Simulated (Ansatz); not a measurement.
## Electronic structure of WSe2 in real space

```
W Se
1.0
     3.29721    0.00000    0.00000
    -1.64861    2.85547    0.00000
     0.00000    0.00000    7.18427
W Se
1 2
Direct
  0.00000 0.00000 0.00000
  0.33333 0.66667 0.23192
  0.33333 0.66667 0.76808
```

Space group P-6m2; a structure from a database of computed crystals, not necessarily the ambient phase; started from the database structure prototype, which need not be the ambient phase.

All numbers below come from DFT, PBE0, plane waves, PAW (Ansatz).

Core electrons are frozen (PAW), and the valence fields are smoothed inside the atomic spheres.

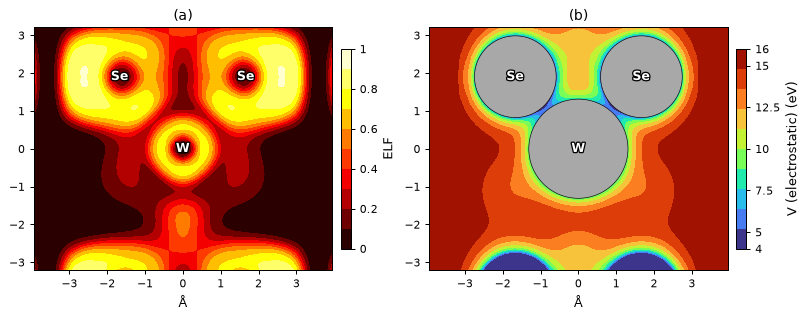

Figure 1. (a) ELF; (b) electrostatic potential energy of an electron on the (110) plane of the conventional cell. Grey discs cover the atomic cores in the potential map.

### What does the map show?

- The section cuts through W and Se sites.
- W–Se (2.53 Å): the ELF is about 0.55 at the midpoint.
- The features right at W lie inside the PAW spheres, where the map follows smoothed inner orbitals and isn't to be read closely.
- Outside the cores the potential energy rises away from the atoms and is highest about 2.6 Å from the nearest atoms; its zero is arbitrary.

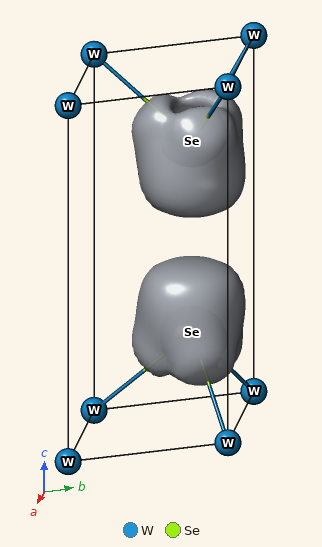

Figure 2. Isosurface of the ELF at 0.7 (grey), seen at an oblique angle. Core shells and regions of very low density are left out. Sticks mark near contacts.

### Identify the bonds, lone pairs and shells in this picture.

The ELF exceeds this value in two regions wrapped around Se (the valence shell of each), counted in one cell of 3 atoms. Regions shared between cells count once.

### Does the calculation give a band gap?

It is gapped, with a Kohn–Sham gap of 2.6 eV on the k-point mesh (the band edges may lie off the mesh, which would make the gap smaller).
